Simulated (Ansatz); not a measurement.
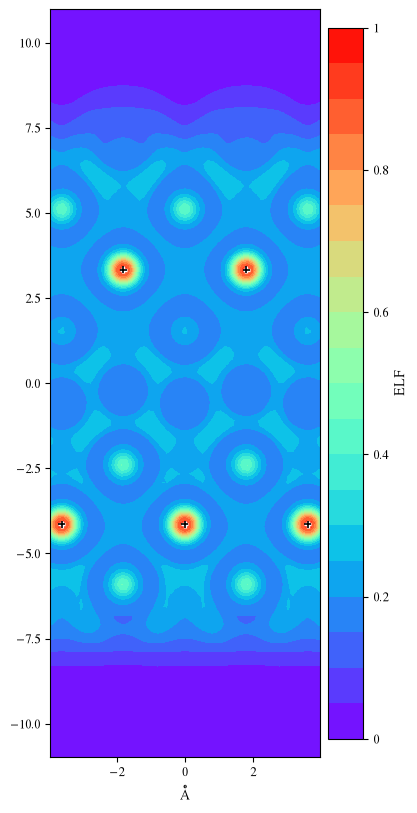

The ELF on a plane through atoms (crosses mark nuclei in the plane).

All numbers below come from DFT PBE, scalar-relativistic, plane waves, PAW (Ansatz 0.2.0).

Candidates:
A. SrTiO3, a = 3.91 Å, b = 3.91 Å, c = 3.91 Å, α = 90.00°, β = 90.00°, γ = 90.00°. Space group Pm-3m; computed pressure about 4 GPa in this cell; computed without spin polarisation.
B. Cu (slab), a = 7.67 Å, b = 3.62 Å, c = 27.59 Å, α = 90.00°, β = 90.00°, γ = 76.37°. Not relaxed (largest force 1.2 eV/Å); computed without spin polarisation.

> Which candidate gave the map?

Candidate B: Cu on the (100) plane of the calculation cell, a cut from vacuum to vacuum, which holds Cu.
